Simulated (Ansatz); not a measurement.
# Ta8H: geometry relaxation (part 1 of 2)

The run: geometry relaxation of Ta8H (slab, 9 atoms in the cell). Method and program: DFT PBE+D3(BJ), scalar-relativistic, plane waves, PAW, no spin polarisation (Ansatz 0.2.0).

The structure derives from an entry of the Crystallography Open Database. The input holds or restrains some coordinates. Forces given for the steps count only the free coordinates. It belongs to a series of runs on one base structure; here: H over the place (0/6, 3/6) of the surface cell, its height relaxed. Figures and captions count atoms from 1; the log counts them from 0 in places.

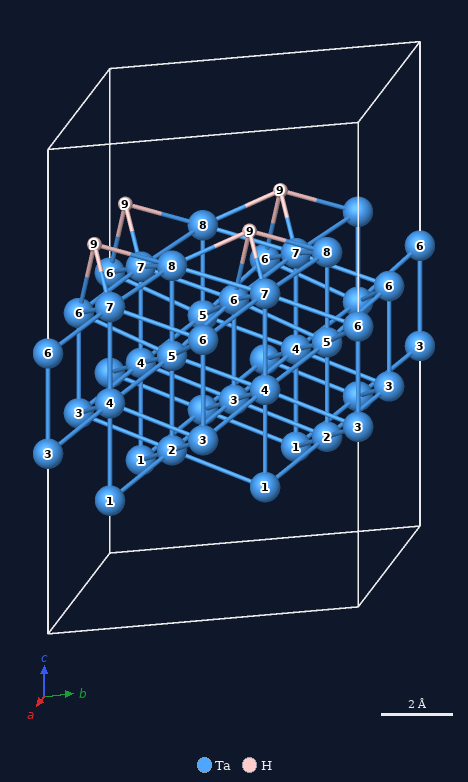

The starting structure (ball-and-stick view of the 2 × 2 repeat of the cell, with the vacuum cut short, seen slightly off an axis; atoms are numbered from 1 in the order of the input). An atom can appear more than once, as a periodic image.

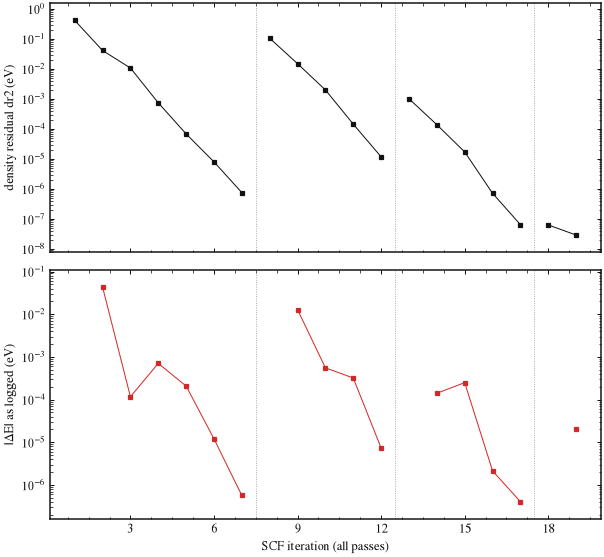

Convergence of the self-consistent field: density residual dr2 and size of the energy change against the SCF iteration. The dotted lines part the SCF passes of the relaxation: geometry steps, rejected trials and re-solves on a re-selected basis. The passes take 7, 5, 5 and 2 iterations.

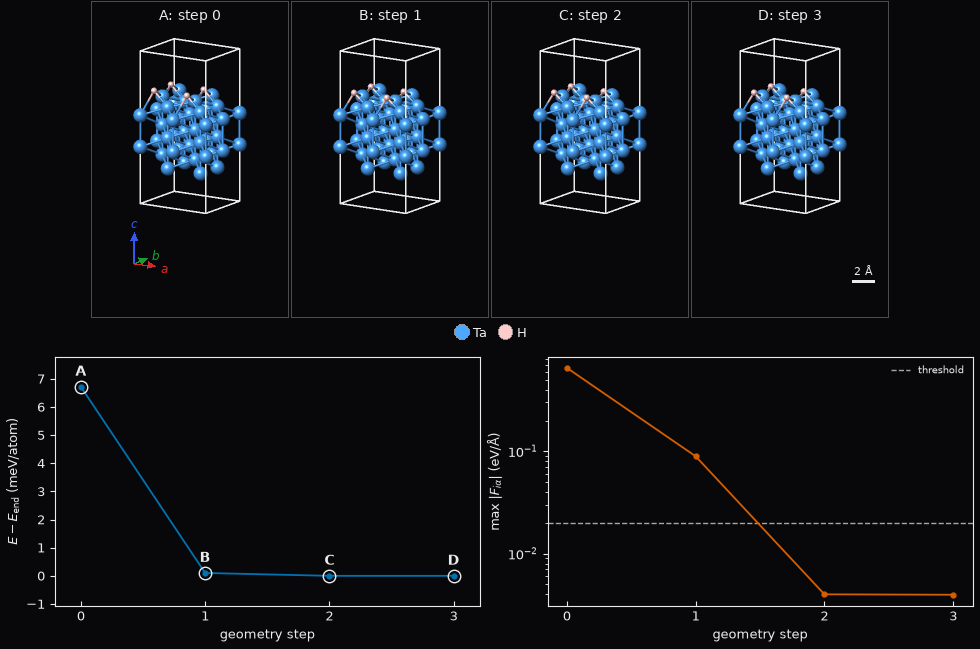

Frames of the restrained relaxation (ball-and-stick view of the 2 × 2 repeat of the cell, with the vacuum cut short, seen slightly off an axis) above the curves, on which the letters mark them (the first geometry is step 0 here and step 1 in the log).

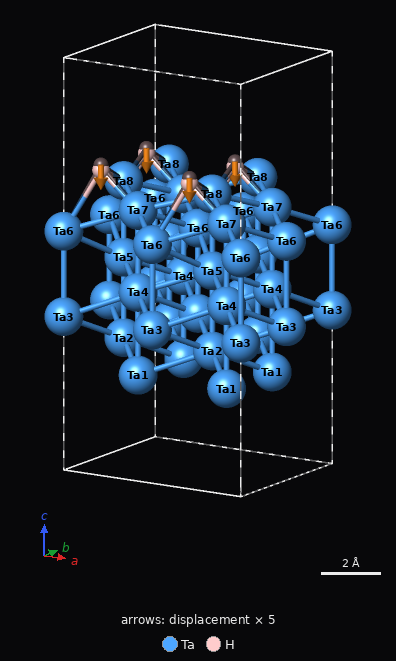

Start (faint) and end (solid) with the displacements as orange arrows, magnified 5 times (ball-and-stick view of the 2 × 2 repeat of the cell, with the vacuum cut short, seen slightly off an axis). Over 3 geometry steps the energy falls by 6.7 meV per atom. Largest force component: 0.65 eV/Å at the start, 0.004 eV/Å at the end. The atom that moves furthest is H9 (0.18 Å). Ta stays in place. The lattice vectors keep their values. Among the contacts that change: Ta6–H9 2.692 → 2.542 Å, Ta7–H9 2.015 → 1.887 Å, Ta8–H9 2.463 → 2.411 Å. Among the angles that change: Ta8–H9–Ta8 141.1° → 149.0°, H9–Ta8–H9 141.1° → 149.0°, Ta6–H9–Ta7 71.6° → 77.1°. (Atoms are counted from 1 in the order of the input.)

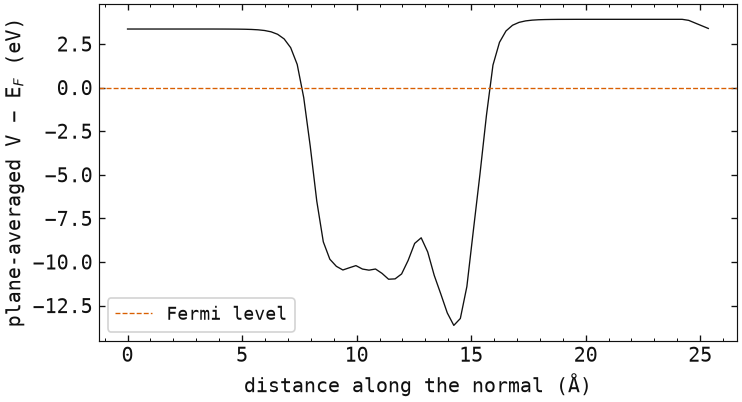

Plane average of the electrostatic potential energy of an electron across the cell, from the Fermi level. The vacuum level lies 3.91 eV above the Fermi level on the upper side and 3.35 eV on the lower.

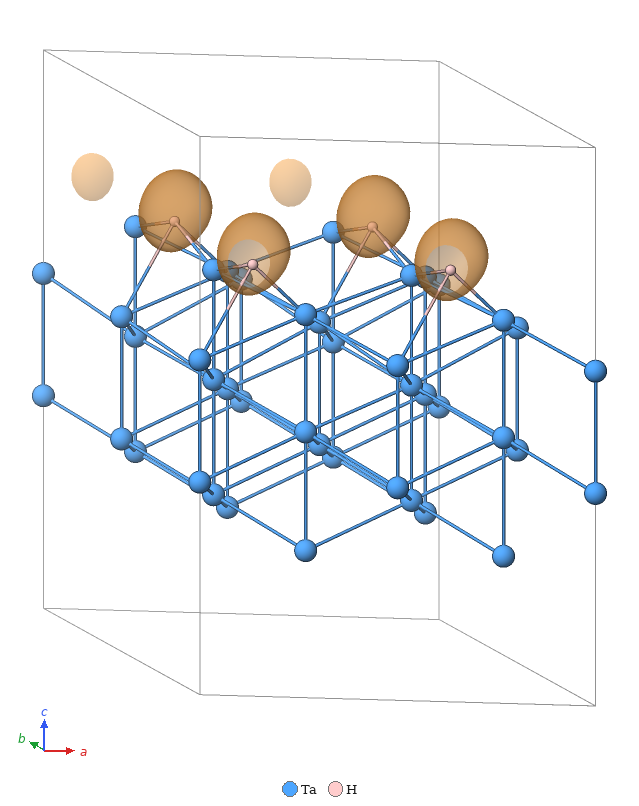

Isosurface of the ELF at 0.65 (orange), seen slightly off an axis. Only the valence region is drawn (cores and ρ < 0.01 e/Å³ removed). Sticks mark near contacts. Along the contacts the grid gives the following. Ta–H (1.89 Å): the ELF climbs to about 1 towards the hydrogen, as it does in any bond to H. Ta–Ta (2.63 Å): the ELF is about 0.40 at the midpoint; no localised pair between them. In a PAW calculation such maps are meaningful between the atoms, not at the nuclei.

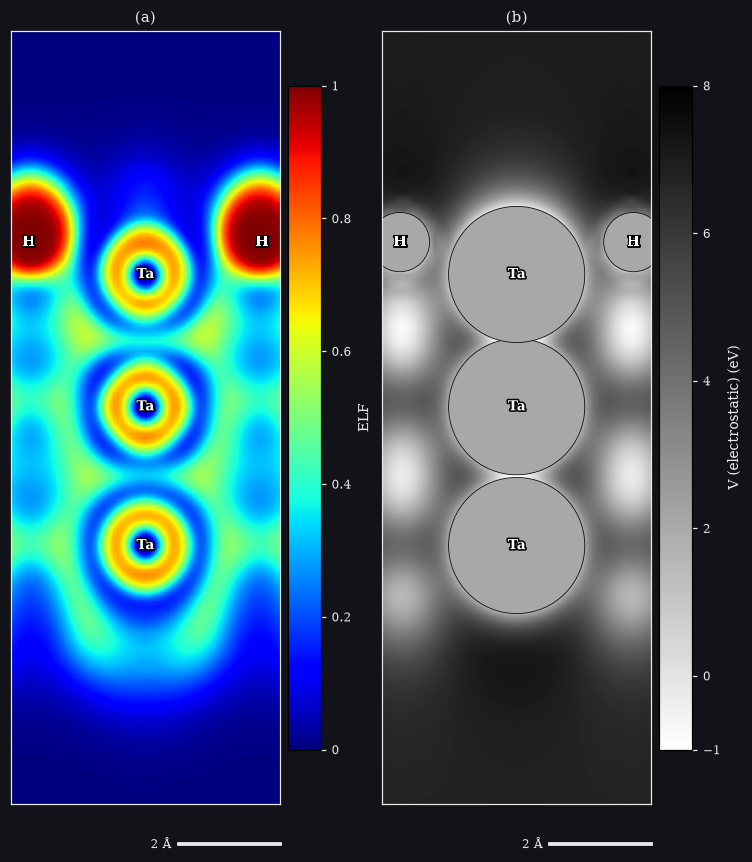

(a) electron localisation function; (b) electrostatic potential (local pseudopotential plus Hartree) felt by an electron on the (100) plane of the calculation cell, a cut from vacuum to vacuum. Grey discs, where drawn, cover atomic cores. Atoms in the plane: Ta and H. Ta–Ta (2.63 Å): the ELF is about 0.40 at the midpoint (no localised pair between them). Ta–Ta (2.76 Å): the ELF is about 0.35 at the midpoint; no shared electron pair. The strong features right at Ta lie inside the PAW spheres (semicore, d or f shells) and say nothing about bonding.

These pictures come from the run below.

Input:
```yaml
crystal:
  lattice:
    - [4.6456161668, 0.0, 0.0]
    - [-2.3228080834, 4.0232216167, 0.0]
    - [0.0, 0.0, 25.6379770039]
  atoms:
    - { symbol: Ta, position: [0.6666666667, 0.3333333333, 0.331539419] }
    - { symbol: Ta, position: [0.3333333333, 0.6666666667, 0.3685268315] }
    - { symbol: Ta, position: [0.0, 0.0, 0.4055142438] }
    - { symbol: Ta, position: [0.6666666667, 0.3333333333, 0.4425016562] }
    - { symbol: Ta, position: [0.3333333333, 0.6666666667, 0.4762660038] }
    - { symbol: Ta, position: [0.0, 0.0, 0.519856666] }
    - { symbol: Ta, position: [0.6666666667, 0.3333333333, 0.5522688407] }
    - { symbol: Ta, position: [0.3333333333, 0.6666666667, 0.578937064] }
    - { symbol: H, position: [0.3333333333, 1.1666666667, 0.6109208668] }
basis:
  ecutwfc: 420
kpoints:
  mp_grid: { grid: [6, 6, 1] }
hamiltonian:
  xc: pbe
  dispersion: d3bj
scf:
  occupations: { method: gaussian, width: 0.1 }
output:
  forces: true
  eigenvalues: true
  write_density: true
  write_potential: true
  elf: true
  volumetric_format: npy
relax:
  adjacent_minimum: "off"
  f_tol: 0.02
  max_steps: 25
  constraints: [{ sites: [0, 1, 2, 3, 4, 5, 6, 7] }, { site: 8, fix: xy }]
efield:
  axis: 3
  dipole_correction: true
  ramp_width: 0.04
```

Launched with:
```bash
ansatz run input.yaml --threads 2 --pin off --max-ram 5120MiB --backend cpu --events-out ev --progress --plain --runs-dir out
```

Output:
```
Engine: ansatz 0.2.0, x86_64-unknown-linux-gnu
Pseudopotentials: kind: paw
Pseudopotential: Ta, paw, valence charge 13, recommended cutoff 420 eV (normal), Ta.paw.azcp
Pseudopotential: H, paw, valence charge 1, recommended cutoff 420 eV (normal), H.paw.azcp
Functional definition: PBE
  parameter kappa = 0.804
  parameter beta = 0.06672455060314922
  exchange = pbe_x(kappa = kappa, mu = beta*pi^2/3)
  correlation = pbe_c(beta = beta)
Crystal: 9 atoms, lattice volume = 479.183 Å³
Basis set: ecut = 420 eV, 9427 PW (Γ), exchange–correlation on 64×64×360 points (8 copies of the dense FFT grid, shifted against one another)
Bands: 63, of which v1, the nominal top of the filled ones, is band 53 counted from 1 (52 counted from 0)
Symmetry: 2 space group operations
Space group: Cm (ITA 8), of the structure as read, at distance tolerance 7.8e-5 Å
k-points: 13 of 36 (time reversal used)
Non-local potential: Ta, projectors of the file, l = 0: 3, l = 1: 2, l = 2: 2, l = 3: 1
Non-local potential: H, projectors of the file, l = 0: 2, l = 1: 1
PAW form: soft (Blöchl's): semilocal exchange-correlation on the pseudo side does not see the compensation charge
PAW one-centre angular grid: Ta, 590 points (default); XC on 64 Gauss nodes
PAW one-centre angular grid: H, 110 points (default); XC on 64 Gauss nodes
Initial density: superposition of atomic densities (neutral atoms: chi_scale 0, normalization atom), corrected by the library's trained network
Initial wavefunctions: pseudopotential atomic-orbital guess
Functional: x = pbe(κ = 0.804, μ = 0.2195149727645171), c = pbe(β = 0.06672455060314922)
SCF iter   1: F=—  HF=-79471.225401 eV  |F-HF|=—  |Δ(HF+E_count)|=         —  Δρ=5.10e-3  dr2=4.15e-1  ethr=1.77e-3  p=-0.034 e·Å  D=-1.27e-2 V/Å  ΔV_dip=0.32 eV  dr2_dipole=4.89e-3  V_vac-E_F(+/−)=4.25/3.93 eV  ⟨swp⟩=11.1  Hψ=4256  notcnv=0
efield: sawtooth ramp at fractional position 0.9512 (placed from the atoms, in the widest stretch of the axis that holds none; the zero of the levels goes with the place), width 0.0400; the density the first Hamiltonian is built on has a dipole p = -0.034 e·Å; the dipole correction subtracts the counter field D = -1.27e-2 V/Å, which shifts the + side's vacuum level by +0.32 eV against the − side's; the planar-averaged density in the ramp window peaks in size at 1.0e-5 e/Å³
preconditioner: auto → LDOS  [metal: Δε(μ)=0.048 eV  Ē_g=3.566 eV  σ=0.100 eV  W_gap=0.26  n_scr=82 (ndim 8)  ℏωp=10.9 eV  f_vac=0.605  D(μ)=10.11/eV (n_scr^D=68)  β→1.0]
SCF iter   2: F=—  HF=-79471.181881 eV  |F-HF|=—  |Δ(HF+E_count)|=   4.35e-2  Δρ=2.17e-3  dr2=4.10e-2  ethr=3.95e-4  p=-0.065 e·Å  D=-2.45e-2 V/Å  ΔV_dip=0.63 eV  dr2_dipole=3.39e-4  V_vac-E_F(+/−)=4.00/3.37 eV  ⟨swp⟩=3.0  Hψ=1377  notcnv=0  defer=23
SCF iter   3: F=—  HF=-79471.181764 eV  |F-HF|=—  |Δ(HF+E_count)|=   1.17e-4  Δρ=6.88e-4  dr2=1.07e-2  ethr=3.90e-5  p=-0.061 e·Å  D=-2.30e-2 V/Å  ΔV_dip=0.59 eV  dr2_dipole=8.00e-5  V_vac-E_F(+/−)=4.03/3.44 eV  ⟨swp⟩=2.0  Hψ=1077  notcnv=0  defer=23
SCF iter   4: F=—  HF=-79471.181058 eV  |F-HF|=—  |Δ(HF+E_count)|=   7.06e-4  Δρ=2.37e-4  dr2=7.40e-4  ethr=1.02e-5  p=-0.065 e·Å  D=-2.45e-2 V/Å  ΔV_dip=0.63 eV  dr2_dipole=1.64e-5  V_vac-E_F(+/−)=4.01/3.39 eV  ⟨swp⟩=2.1  Hψ=971  notcnv=0  defer=23
SCF iter   5: F=—  HF=-79471.181266 eV  |F-HF|=—  |Δ(HF+E_count)|=   2.08e-4  Δρ=6.32e-5  dr2=6.81e-5  ethr=7.05e-7  p=-0.067 e·Å  D=-2.51e-2 V/Å  ΔV_dip=0.64 eV  dr2_dipole=4.25e-6  V_vac-E_F(+/−)=4.01/3.36 eV  ⟨swp⟩=2.0  Hψ=1093  notcnv=0  defer=19
iter 6 did not close the SCF: its close was put off until two iterations running show no level that it waits for move by more than its bar (scf_convergence_deferred on its scf_iter line)
SCF iter   6: F=-79471.181276 eV  HF=-79471.181278 eV  |F-HF|=2.96e-6  |Δ(HF+E_count)|=   1.21e-5  Δρ=2.68e-5  dr2=7.96e-6  ethr=9.52e-9  p=-0.067 e·Å  D=-2.54e-2 V/Å  ΔV_dip=0.65 eV  dr2_dipole=6.72e-9  V_vac-E_F(+/−)=4.00/3.35 eV  ⟨swp⟩=25.0  Hψ=9672  notcnv=0
SCF iter   7: F=-79471.181279 eV  HF=-79471.181279 eV  |F-HF|=2.75e-7  |Δ(HF+E_count)|=   5.69e-7  Δρ=8.33e-6  dr2=7.52e-7  ethr=7.58e-9  p=-0.067 e·Å  D=-2.55e-2 V/Å  ΔV_dip=0.65 eV  dr2_dipole=3.68e-9  V_vac-E_F(+/−)=4.00/3.35 eV  ⟨swp⟩=12.7  Hψ=7495  notcnv=0
SCF 1 converged in 7 iterations: F = -79471.181279 eV  dr2 = 7.52e-7
  greatest PAW one-centre occupation: 1.000 electrons in one spin orbital (limit 2), on the Ta atom at site 6 (counted from 0), in its partial waves of l = 0
relax step   1: F+E_penalty+E_count = -79471.18127933 eV  Δ(F+E_penalty+E_count) = +0.000e0 eV  max|allowed force component| = 6.542e-1 eV/Å  Δτ_max = 0.0000 Å  (7 SCF iters, dr2 threshold 1.00e-5 eV, accepted)
Initial density: handed on by an earlier stage of this run
Initial wavefunctions: those handed on with the density
iter 1 solved again at ethr=8.35e-5 eV; its pass at ethr=3.10e-3 eV (dr2=8.77e-2 eV) is discarded
SCF iter   1: F=—  HF=-79471.254460 eV  |F-HF|=—  |Δ(HF+E_count)|=         —  Δρ=3.28e-3  dr2=1.05e-1  ethr=8.35e-5  p=-0.067 e·Å  D=-2.55e-2 V/Å  ΔV_dip=0.65 eV  dr2_dipole=7.89e-3  V_vac-E_F(+/−)=4.01/3.35 eV  ⟨swp⟩=2.0  Hψ=2580  notcnv=0  defer=25
efield: sawtooth ramp at fractional position 0.9512 (handed on by an earlier solve), width 0.0400; the density the first Hamiltonian is built on has a dipole p = -0.067 e·Å; the dipole correction subtracts the counter field D = -2.55e-2 V/Å, which shifts the + side's vacuum level by +0.65 eV against the − side's; the planar-averaged density in the ramp window peaks in size at 4.2e-6 e/Å³
eigensolver tolerance schedule calibrated: the retry pair's looser diagonalisation under-reported the residual by θ = 0.16 (0.10/decade); ethr = c·dr2/N_el runs at the constant in force after the calibration composes with the one it found (an armed cap, an earlier calibration), c = 9.3e-2
preconditioner: auto → LDOS  [metal: Δε(μ)=0.038 eV  Ē_g=3.560 eV  σ=0.100 eV  W_gap=0.21  n_scr=82 (ndim 8)  ℏωp=10.9 eV  f_vac=0.610  D(μ)=11.22/eV (n_scr^D=82)  β→1.0]
SCF iter   2: F=—  HF=-79471.241688 eV  |F-HF|=—  |Δ(HF+E_count)|=   1.28e-2  Δρ=1.18e-3  dr2=1.49e-2  ethr=8.35e-5  p=-0.058 e·Å  D=-2.19e-2 V/Å  ΔV_dip=0.56 eV  dr2_dipole=1.29e-3  V_vac-E_F(+/−)=3.91/3.35 eV  ⟨swp⟩=2.1  Hψ=1098  notcnv=0  defer=25
SCF iter   3: F=—  HF=-79471.241132 eV  |F-HF|=—  |Δ(HF+E_count)|=   5.56e-4  Δρ=4.28e-4  dr2=1.99e-3  ethr=1.31e-5  p=-0.058 e·Å  D=-2.21e-2 V/Å  ΔV_dip=0.57 eV  dr2_dipole=2.30e-7  V_vac-E_F(+/−)=3.92/3.35 eV  ⟨swp⟩=2.5  Hψ=1436  notcnv=0  defer=25
SCF iter   4: F=—  HF=-79471.240811 eV  |F-HF|=—  |Δ(HF+E_count)|=   3.21e-4  Δρ=1.01e-4  dr2=1.44e-4  ethr=1.76e-6  p=-0.057 e·Å  D=-2.16e-2 V/Å  ΔV_dip=0.55 eV  dr2_dipole=7.78e-6  V_vac-E_F(+/−)=3.91/3.35 eV  ⟨swp⟩=2.6  Hψ=1332  notcnv=0  defer=25
SCF iter   5: F=-79471.240816 eV  HF=-79471.240818 eV  |F-HF|=1.91e-6  |Δ(HF+E_count)|=   7.35e-6  Δρ=3.41e-5  dr2=1.17e-5  ethr=2.36e-8  p=-0.057 e·Å  D=-2.15e-2 V/Å  ΔV_dip=0.55 eV  dr2_dipole=5.03e-7  V_vac-E_F(+/−)=3.90/3.35 eV  ⟨swp⟩=23.9  Hψ=9202  notcnv=0
SCF 2 converged in 5 iterations: F = -79471.240816 eV  dr2 = 1.17e-5
relax step   2: F+E_penalty+E_count = -79471.24081619 eV  Δ(F+E_penalty+E_count) = -5.954e-2 eV  max|allowed force component| = 8.947e-2 eV/Å  Δτ_max = 0.1950 Å  (5 SCF iters, dr2 threshold 2.67e-5 eV, accepted)
```
